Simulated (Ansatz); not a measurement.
## Geometry relaxation, with input and output: Zn₁₈O₁₇ (part 1 of 3)

System: Zn₁₈O₁₇ (defect cell, 35 atoms in the cell).
Method: DFT PBE, scalar-relativistic, plane waves, PAW, no spin polarisation (Ansatz 0.2.0).

The structure derives from an entry of the Crystallography Open Database. Figures and captions count atoms from 1; the log counts them from 0 in places.

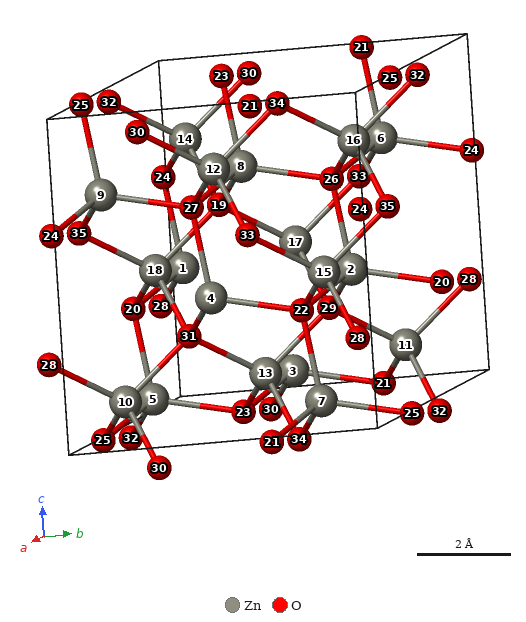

Fig. 1: The structure as given in the input (ball-and-stick view of the cell of the calculation, seen slightly off an axis; bonded neighbours outside the cell are drawn too; atoms are numbered from 1 in the order of the input). Near neighbours in the crystal (not all of them lie inside the picture): Zn has 3 O at 2.00 to 2.01 Å; Zn has 4 O at 2.00 to 2.01 Å; O has 4 Zn at 2.00 to 2.01 Å.

Input file:
```yaml
crystal:
  lattice:
    - [0.0, 5.6802364152, -5.293273979]
    - [4.919229035, -2.8401182076, -5.293273979]
    - [-4.919229035, -2.8401182076, -5.293273979]
  atoms:
    - { symbol: Zn, position: [0.0555660258, 0.0555660258, 0.3888993592] }
    - { symbol: Zn, position: [0.3888993592, 0.7222326925, 0.3888993592] }
    - { symbol: Zn, position: [0.0555660258, 0.3888993592, 0.0555660258] }
    - { symbol: Zn, position: [0.7222326925, 0.3888993592, 0.3888993592] }
    - { symbol: Zn, position: [0.3888993592, 0.0555660258, 0.0555660258] }
    - { symbol: Zn, position: [0.0555660258, 0.7222326925, 0.7222326925] }
    - { symbol: Zn, position: [0.7222326925, 0.7222326925, 0.0555660258] }
    - { symbol: Zn, position: [0.3888993592, 0.3888993592, 0.7222326925] }
    - { symbol: Zn, position: [0.7222326925, 0.0555660258, 0.7222326925] }
    - { symbol: Zn, position: [0.7777882481, 0.1111215814, 0.1111215814] }
    - { symbol: Zn, position: [0.1111215814, 0.7777882481, 0.1111215814] }
    - { symbol: Zn, position: [0.7777882481, 0.4444549147, 0.7777882481] }
    - { symbol: Zn, position: [0.4444549147, 0.4444549147, 0.1111215814] }
    - { symbol: Zn, position: [0.1111215814, 0.1111215814, 0.7777882481] }
    - { symbol: Zn, position: [0.7777882481, 0.7777882481, 0.4444549147] }
    - { symbol: Zn, position: [0.4444549147, 0.7777882481, 0.7777882481] }
    - { symbol: Zn, position: [0.1111215814, 0.4444549147, 0.4444549147] }
    - { symbol: Zn, position: [0.4444549147, 0.1111215814, 0.4444549147] }
    - { symbol: O, position: [1.2625417519, 0.2625417519, 0.5958750853] }
    - { symbol: O, position: [0.3180973075, 0.9847639742, 0.3180973075] }
    - { symbol: O, position: [0.9847639742, 0.6514306408, 0.9847639742] }
    - { symbol: O, position: [0.6514306408, 0.6514306408, 0.3180973075] }
    - { symbol: O, position: [0.3180973075, 0.3180973075, 0.9847639742] }
    - { symbol: O, position: [0.9847639742, 0.9847639742, 0.6514306408] }
    - { symbol: O, position: [0.6514306408, 0.9847639742, 0.9847639742] }
    - { symbol: O, position: [0.3180973075, 0.6514306408, 0.6514306408] }
    - { symbol: O, position: [0.6514306408, 0.3180973075, 0.6514306408] }
    - { symbol: O, position: [0.9292084186, 0.9292084186, 0.2625417519] }
    - { symbol: O, position: [0.2625417519, 0.5958750853, 0.2625417519] }
    - { symbol: O, position: [0.9292084186, 0.2625417519, 0.9292084186] }
    - { symbol: O, position: [0.5958750853, 0.2625417519, 0.2625417519] }
    - { symbol: O, position: [0.2625417519, 0.9292084186, 0.9292084186] }
    - { symbol: O, position: [0.9292084186, 0.5958750853, 0.5958750853] }
    - { symbol: O, position: [0.5958750853, 0.5958750853, 0.9292084186] }
    - { symbol: O, position: [0.5958750853, 0.9292084186, 0.5958750853] }
basis:
  ecutwfc: 420
  xc_grid: 2
kpoints:
  mp_grid: { grid: [2, 2, 2], shift: [0.5, 0.5, 0.5] }
hamiltonian:
  xc: pbe
scf:
  occupations: { method: gaussian, width: 0.02 }
output:
  forces: true
  stress: false
  eigenvalues: true
  write_density: true
  write_potential: true
  elf: true
  volumetric_format: npy
relax:
  adjacent_minimum: "off"
  f_tol: 0.02
  max_steps: 60
```

Command:
```bash
ansatz run input.yaml --threads 4 --pin off --max-ram 10240MiB --backend cpu --events-out ev --progress --plain --runs-dir out
```

Log:
```
Engine: ansatz 0.2.0, aarch64-unknown-linux-gnu
Pseudopotentials: kind: paw
Pseudopotential: Zn, paw, valence charge 12, recommended cutoff 420 eV (normal), Zn.paw.azcp
Pseudopotential: O, paw, valence charge 6, recommended cutoff 420 eV (normal), O.paw.azcp
Functional definition: PBE
  parameter kappa = 0.804
  parameter beta = 0.06672455060314922
  exchange = pbe_x(kappa = kappa, mu = beta*pi^2/3)
  correlation = pbe_c(beta = beta)
Crystal: 35 atoms, lattice volume = 443.720 Å³
Basis set: ecut = 420 eV, 8645 PW (Γ), exchange–correlation on 108×108×108 points (8 copies of the dense FFT grid, shifted against one another)
Bands: 194, of which v1, the nominal top of the filled ones, is band 159 counted from 1 (158 counted from 0)
Symmetry: 6 space group operations
Space group: R3m (ITA 160), of the structure as read, at distance tolerance 7.6e-5 Å
k-points: 2 of 8 (time reversal used)
Non-local potential: Zn, projectors of the file, l = 0: 2, l = 1: 2, l = 2: 3, l = 3: 1
Non-local potential: O, projectors of the file, l = 0: 2, l = 1: 2, l = 2: 1
PAW form: soft (Blöchl's): semilocal exchange-correlation on the pseudo side does not see the compensation charge
PAW one-centre angular grid: Zn, 590 points (default); XC on 64 Gauss nodes
PAW one-centre angular grid: O, 110 points (default); XC on 64 Gauss nodes
Initial density: superposition of atomic densities (neutral atoms: chi_scale 0, normalization atom), corrected by the library's trained network
Initial wavefunctions: pseudopotential atomic-orbital guess
Functional: x = pbe(κ = 0.804, μ = 0.2195149727645171), c = pbe(β = 0.06672455060314922)
SCF iter   1: F=—  HF=-69394.307330 eV  |F-HF|=—  |Δ(HF+E_count)|=         —  Δρ=1.77e-3  dr2=2.16e-2  ethr=1.77e-3  ⟨swp⟩=5.5  Hψ=1345  notcnv=0  defer=10
preconditioner: auto → Resta (q_TF=auto, 2.581 Å⁻¹)  ε∞=7.6  [insulator: Δε(μ)=1.424 eV  Ē_g=12.201 eV  σ=0.020 eV  W_gap=1.00  n_scr=130 (ndim 8)  ℏωp=31.4 eV  f_vac=0.034  D(μ)=0.00/eV (n_scr^D=0)  ε∞_Penn≈7.6]
SCF iter   2: F=—  HF=-69394.318829 eV  |F-HF|=—  |Δ(HF+E_count)|=   1.15e-2  Δρ=9.88e-4  dr2=7.03e-3  ethr=6.81e-6  ⟨swp⟩=2.5  Hψ=910  notcnv=0  defer=56
SCF iter   3: F=—  HF=-69394.318824 eV  |F-HF|=—  |Δ(HF+E_count)|=   5.14e-6  Δρ=5.26e-4  dr2=2.50e-3  ethr=2.21e-6  ⟨swp⟩=2.0  Hψ=616  notcnv=0  defer=56
SCF iter   4: F=—  HF=-69394.318255 eV  |F-HF|=—  |Δ(HF+E_count)|=   5.69e-4  Δρ=2.26e-4  dr2=2.16e-4  ethr=7.85e-7  ⟨swp⟩=2.0  Hψ=616  notcnv=0  defer=56
SCF iter   5: F=—  HF=-69394.318240 eV  |F-HF|=—  |Δ(HF+E_count)|=   1.51e-5  Δρ=1.07e-4  dr2=4.83e-5  ethr=6.81e-8  ⟨swp⟩=2.0  Hψ=615  notcnv=0  defer=56
SCF iter   6: F=-69394.318243 eV  HF=-69394.318248 eV  |F-HF|=4.64e-6  |Δ(HF+E_count)|=   7.69e-6  Δρ=4.28e-5  dr2=8.14e-6  ethr=3.14e-9  ⟨swp⟩=14.5  Hψ=3895  notcnv=0
SCF 1 converged in 6 iterations: F = -69394.318243 eV  dr2 = 8.14e-6
  greatest PAW one-centre occupation: 0.987 electrons in one spin orbital (limit 2), on the Zn atom at site 2 (counted from 0), in its partial waves of l = 2
relax step   1: F+E_penalty+E_count = -69394.31824340 eV  Δ(F+E_penalty+E_count) = +0.000e0 eV  max|allowed force component| = 5.290e-1 eV/Å  Δτ_max = 0.0000 Å  (6 SCF iters, dr2 threshold 1.00e-5 eV, accepted)
Initial density: handed on by an earlier stage of this run
Initial wavefunctions: those handed on with the density
iter 1 solved again at ethr=5.03e-5 eV; its pass at ethr=3.10e-3 eV (dr2=1.60e-1 eV) is discarded
SCF iter   1: F=—  HF=-69394.550605 eV  |F-HF|=—  |Δ(HF+E_count)|=         —  Δρ=7.80e-3  dr2=1.70e-1  ethr=5.03e-5  ⟨swp⟩=1.5  Hψ=1204  notcnv=0  defer=58
preconditioner: auto → Resta (q_TF=auto, 2.581 Å⁻¹)  ε∞=7.7  [insulator: Δε(μ)=1.711 eV  Ē_g=12.174 eV  σ=0.020 eV  W_gap=1.00  n_scr=130 (ndim 8)  ℏωp=31.4 eV  f_vac=0.035  D(μ)=0.00/eV (n_scr^D=0)  ε∞_Penn≈7.7]
SCF iter   2: F=—  HF=-69394.496680 eV  |F-HF|=—  |Δ(HF+E_count)|=   5.39e-2  Δρ=3.76e-3  dr2=4.04e-2  ethr=5.03e-5  ⟨swp⟩=2.5  Hψ=566  notcnv=0  defer=58
SCF iter   3: F=—  HF=-69394.483224 eV  |F-HF|=—  |Δ(HF+E_count)|=   1.35e-2  Δρ=7.63e-4  dr2=1.98e-3  ethr=1.27e-5  ⟨swp⟩=2.0  Hψ=626  notcnv=0  defer=58
SCF iter   4: F=—  HF=-69394.483280 eV  |F-HF|=—  |Δ(HF+E_count)|=   5.55e-5  Δρ=2.66e-4  dr2=2.16e-4  ethr=6.23e-7  ⟨swp⟩=2.0  Hψ=670  notcnv=0  defer=58
SCF iter   5: F=—  HF=-69394.483399 eV  |F-HF|=—  |Δ(HF+E_count)|=   1.19e-4  Δρ=1.82e-4  dr2=1.12e-4  ethr=6.78e-8  ⟨swp⟩=2.0  Hψ=614  notcnv=0  defer=58
SCF iter   6: F=-69394.483364 eV  HF=-69394.483366 eV  |F-HF|=2.16e-6  |Δ(HF+E_count)|=   3.31e-5  Δρ=3.92e-5  dr2=1.26e-5  ethr=5.50e-9  ⟨swp⟩=14.0  Hψ=3646  notcnv=0
SCF 2 converged in 6 iterations: F = -69394.483364 eV  dr2 = 1.26e-5
  greatest PAW one-centre occupation: 0.987 electrons in one spin orbital (limit 2), on the Zn atom at site 0 (counted from 0), in its partial waves of l = 2
relax step   2: F+E_penalty+E_count = -69394.48336362 eV  Δ(F+E_penalty+E_count) = -1.651e-1 eV  max|allowed force component| = 3.428e-1 eV/Å  Δτ_max = 0.0874 Å  (6 SCF iters, dr2 threshold 1.75e-5 eV, accepted)
SCF iter   1: F=—  HF=-69394.688598 eV  |F-HF|=—  |Δ(HF+E_count)|=         —  Δρ=1.12e-2  dr2=3.32e-1  ethr=1.09e-3  ⟨swp⟩=4.5  Hψ=969  notcnv=0  defer=55
preconditioner: auto → Resta (q_TF=auto, 2.581 Å⁻¹)  ε∞=7.7  [insulator: Δε(μ)=2.071 eV  Ē_g=12.150 eV  σ=0.020 eV  W_gap=1.00  n_scr=130 (ndim 8)  ℏωp=31.4 eV  f_vac=0.037  D(μ)=0.00/eV (n_scr^D=0)  ε∞_Penn≈7.7]
SCF iter   2: F=—  HF=-69394.573170 eV  |F-HF|=—  |Δ(HF+E_count)|=   1.15e-1  Δρ=5.46e-3  dr2=8.34e-2  ethr=1.04e-4  ⟨swp⟩=2.0  Hψ=715  notcnv=0  defer=62
SCF iter   3: F=—  HF=-69394.544897 eV  |F-HF|=—  |Δ(HF+E_count)|=   2.83e-2  Δρ=9.99e-4  dr2=3.29e-3  ethr=2.62e-5  ⟨swp⟩=3.0  Hψ=626  notcnv=0  defer=62
SCF iter   4: F=—  HF=-69394.544988 eV  |F-HF|=—  |Δ(HF+E_count)|=   9.13e-5  Δρ=4.59e-4  dr2=5.90e-4  ethr=1.03e-6  ⟨swp⟩=2.0  Hψ=665  notcnv=0  defer=62
SCF iter   5: F=—  HF=-69394.545079 eV  |F-HF|=—  |Δ(HF+E_count)|=   9.09e-5  Δρ=2.59e-4  dr2=2.48e-4  ethr=1.85e-7  ⟨swp⟩=2.0  Hψ=641  notcnv=0  defer=62
SCF iter   6: F=—  HF=-69394.545055 eV  |F-HF|=—  |Δ(HF+E_count)|=   2.35e-5  Δρ=6.83e-5  dr2=3.50e-5  ethr=7.81e-8  ⟨swp⟩=2.0  Hψ=629  notcnv=0  defer=62
SCF iter   7: F=—  HF=-69394.545059 eV  |F-HF|=—  |Δ(HF+E_count)|=   4.10e-6  Δρ=4.09e-5  dr2=8.59e-6  ethr=2.31e-9  ⟨swp⟩=15.5  Hψ=3907  notcnv=0
SCF iter   8: F=-69394.545058 eV  HF=-69394.545060 eV  |F-HF|=1.42e-6  |Δ(HF+E_count)|=   3.90e-7  Δρ=2.30e-5  dr2=1.95e-6  ethr=2.31e-9  ⟨swp⟩=10.0  Hψ=3367  notcnv=0
SCF 3 converged in 8 iterations: F = -69394.545058 eV  dr2 = 1.95e-6
  greatest PAW one-centre occupation: 0.987 electrons in one spin orbital (limit 2), on the Zn atom at site 3 (counted from 0), in its partial waves of l = 2
relax step   3: F+E_penalty+E_count = -69394.54505827 eV  Δ(F+E_penalty+E_count) = -6.169e-2 eV  max|allowed force component| = 1.868e-1 eV/Å  Δτ_max = 0.1369 Å  (8 SCF iters, dr2 threshold 7.34e-6 eV, accepted)
SCF iter   1: F=—  HF=-69394.565294 eV  |F-HF|=—  |Δ(HF+E_count)|=         —  Δρ=2.99e-3  dr2=2.43e-2  ethr=6.22e-5  ⟨swp⟩=3.5  Hψ=810  notcnv=0  defer=58
preconditioner: auto → Resta (q_TF=auto, 2.581 Å⁻¹)  ε∞=7.7  [insulator: Δε(μ)=1.906 eV  Ē_g=12.175 eV  σ=0.020 eV  W_gap=1.00  n_scr=130 (ndim 8)  ℏωp=31.4 eV  f_vac=0.036  D(μ)=0.00/eV (n_scr^D=0)  ε∞_Penn≈7.7]
SCF iter   2: F=—  HF=-69394.557451 eV  |F-HF|=—  |Δ(HF+E_count)|=   7.84e-3  Δρ=1.36e-3  dr2=4.89e-3  ethr=7.65e-6  ⟨swp⟩=2.0  Hψ=731  notcnv=0  defer=58
SCF iter   3: F=—  HF=-69394.556223 eV  |F-HF|=—  |Δ(HF+E_count)|=   1.23e-3  Δρ=4.93e-4  dr2=7.14e-4  ethr=1.54e-6  ⟨swp⟩=2.0  Hψ=625  notcnv=0  defer=58
SCF iter   4: F=—  HF=-69394.555906 eV  |F-HF|=—  |Δ(HF+E_count)|=   3.17e-4  Δρ=1.10e-4  dr2=3.72e-5  ethr=2.24e-7  ⟨swp⟩=2.0  Hψ=614  notcnv=0  defer=58
SCF iter   5: F=—  HF=-69394.555955 eV  |F-HF|=—  |Δ(HF+E_count)|=   4.88e-5  Δρ=8.72e-5  dr2=2.73e-5  ethr=3.26e-9  ⟨swp⟩=16.5  Hψ=4156  notcnv=0
SCF iter   6: F=-69394.555949 eV  HF=-69394.555950 eV  |F-HF|=3.12e-7  |Δ(HF+E_count)|=   4.82e-6  Δρ=1.75e-5  dr2=2.01e-6  ethr=3.26e-9  ⟨swp⟩=8.0  Hψ=3077  notcnv=0
SCF 4 converged in 6 iterations: F = -69394.555949 eV  dr2 = 2.01e-6
relax step   4: F+E_penalty+E_count = -69394.55594941 eV  Δ(F+E_penalty+E_count) = -1.089e-2 eV  max|allowed force component| = 2.712e-2 eV/Å  Δτ_max = 0.0338 Å  (6 SCF iters, dr2 threshold 1.04e-5 eV, accepted)
SCF iter   1: F=—  HF=-69394.555907 eV  |F-HF|=—  |Δ(HF+E_count)|=         —  Δρ=3.73e-4  dr2=3.47e-4  ethr=1.45e-6  ⟨swp⟩=2.0  Hψ=794  notcnv=0  defer=58
preconditioner: auto → Resta (q_TF=auto, 2.581 Å⁻¹)  ε∞=7.7  [insulator: Δε(μ)=1.923 eV  Ē_g=12.161 eV  σ=0.020 eV  W_gap=1.00  n_scr=130 (ndim 8)  ℏωp=31.4 eV  f_vac=0.036  D(μ)=0.00/eV (n_scr^D=0)  ε∞_Penn≈7.7]
SCF iter   2: F=—  HF=-69394.555788 eV  |F-HF|=—  |Δ(HF+E_count)|=   1.19e-4  Δρ=1.78e-4  dr2=8.06e-5  ethr=1.09e-7  ⟨swp⟩=2.0  Hψ=545  notcnv=0  defer=58
SCF iter   3: F=—  HF=-69394.556171 eV  |F-HF|=—  |Δ(HF+E_count)|=   3.83e-4  Δρ=4.84e-5  dr2=6.78e-6  ethr=2.54e-8  ⟨swp⟩=2.0  Hψ=614  notcnv=0  defer=58
SCF iter   4: F=—  HF=-69394.556168 eV  |F-HF|=—  |Δ(HF+E_count)|=   2.99e-6  Δρ=1.39e-5  dr2=7.87e-7  ethr=2.13e-9  ⟨swp⟩=2.0  Hψ=614  notcnv=0  defer=58
SCF iter   5: F=—  HF=-69394.556169 eV  |F-HF|=—  |Δ(HF+E_count)|=   4.94e-7  Δρ=7.45e-6  dr2=2.63e-7  ethr=2.47e-10  ⟨swp⟩=2.0  Hψ=614  notcnv=0  defer=58
SCF iter   6: F=-69394.556168 eV  HF=-69394.556168 eV  |F-HF|=1.88e-8  |Δ(HF+E_count)|=   2.87e-8  Δρ=2.69e-6  dr2=5.45e-8  ethr=3.14e-11  ⟨swp⟩=12.0  Hψ=2809  notcnv=0
SCF 5 converged in 6 iterations: F = -69394.556168 eV  dr2 = 5.45e-8
relax step   5: F+E_penalty+E_count = -69394.55616845 eV  Δ(F+E_penalty+E_count) = -2.190e-4 eV  max|allowed force component| = 8.931e-3 eV/Å  Δτ_max = 0.0063 Å  (6 SCF iters, accepted)
```

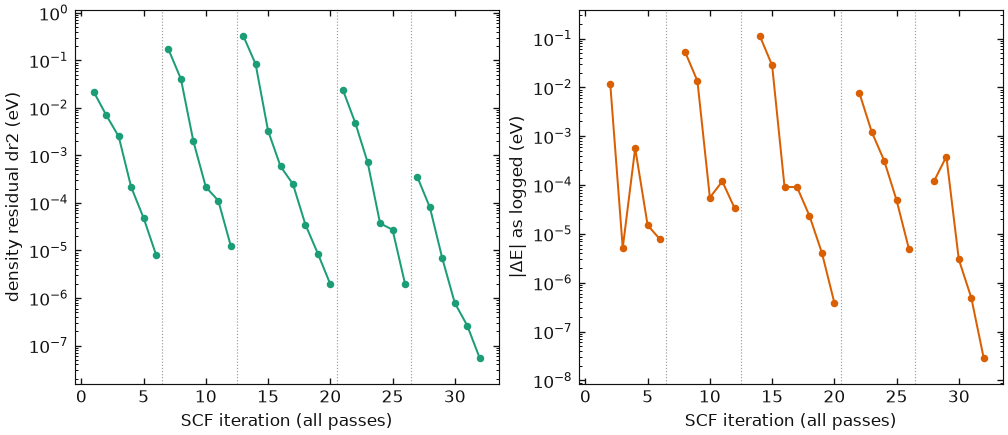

Fig. 2: Convergence of the self-consistent field: density residual dr2 and size of the energy change against the SCF iteration. The dotted lines part the SCF passes of the relaxation: geometry steps, rejected trials and re-solves on a re-selected basis. The 5 passes take 6 to 8 iterations each, 32 in all.
